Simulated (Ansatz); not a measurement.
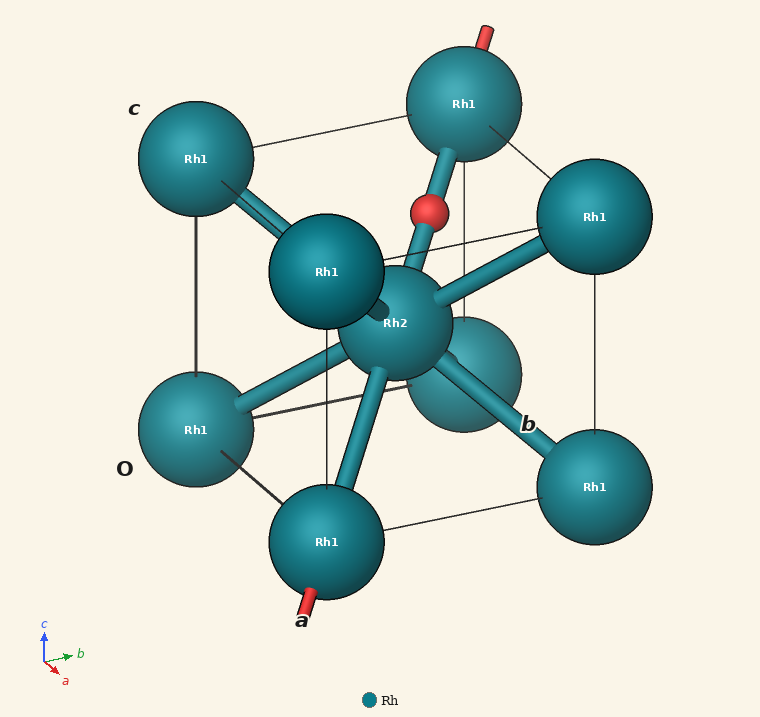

For Rh, the input geometry of an electronic-structure calculation (not necessarily at equilibrium); the starting structure was generated, so it need not be a known form of this composition: the coloured rod is the axis of a symmetry operation of the crystal, the small sphere its inversion point. The drawing is computed from the coordinates (standard cell, symmetry found to 0.002 Å).

a = 3.016 Å, b = 3.016 Å, c = 3.016 Å, α = 90.00°, β = 90.00°, γ = 90.00°.

```
atom       x       y       z
 Rh1  0.0000  0.0000  0.0000
 Rh2  0.5000  0.5000  0.5000
```

Take the operation x, y, z → z−1/2, x+1/2, −y+3/2.

Question: What kind of operation is it, and where does it lie?

Answer: It is a −3 rotoinversion axis with its inversion point at (1/4, 3/4, 3/4), along [−1 1 1].

Question: Onto which atom does it carry each atom (up to whole multiples of a, b and c)?

Answer: Rh1 → Rh2, Rh2 → Rh1.

Question: What is the crystal's space group?

Answer: Im-3m, No. 229.
